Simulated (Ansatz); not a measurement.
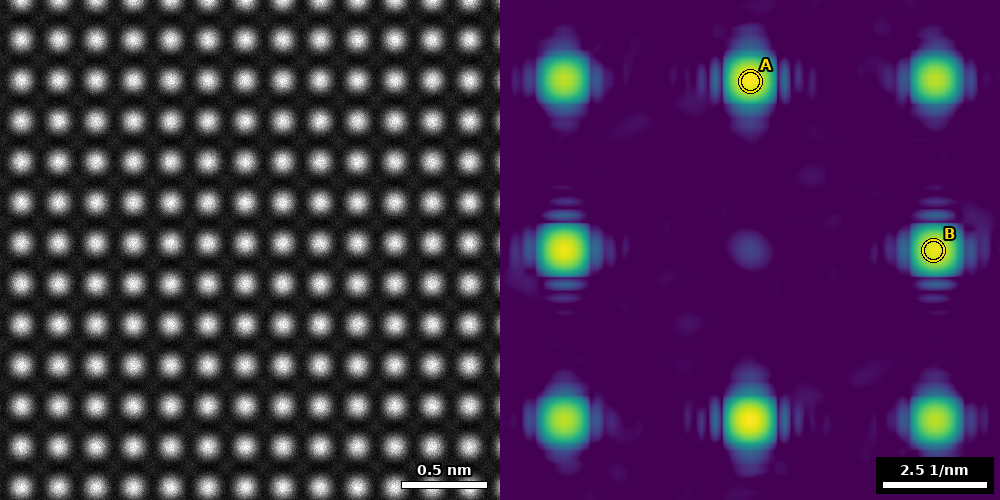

HAADF-like image of TiO (P4_2/mmc, No. 131) along [110]. Simulated incoherent Z contrast: every atom adds Z^1.7 spread by a probe of 1.14 Å full width; channelling and multiple scattering are left out. The probe carries 15 % of its weight in a tail 2.5 times as wide. Shot noise was added. Structure used: the geometry relaxed at fixed volume with Ansatz 0.2.0, DFT PBEsol, scalar-relativistic, plane waves, PAW; the starting structure was generated, so it need not be a known form of this composition.

The right panel is the modulus of the image's Fourier transform on a logarithmic scale.

a = 3.169 Å, b = 3.169 Å, c = 4.884 Å, α = 90.00°, β = 90.00°, γ = 90.00°

Question: Index the marked spots and give their plane spacings (the zone axis points at the viewer; indices equivalent by symmetry, or all signs reversed, are as good).

Answer: A: (0 0 -2), d = 2.44 Å; B: (1 -1 0), d = 2.24 Å. A and B enclose 90°, and every spot obeys the zone law hu + kv + lw = 0 for [110].
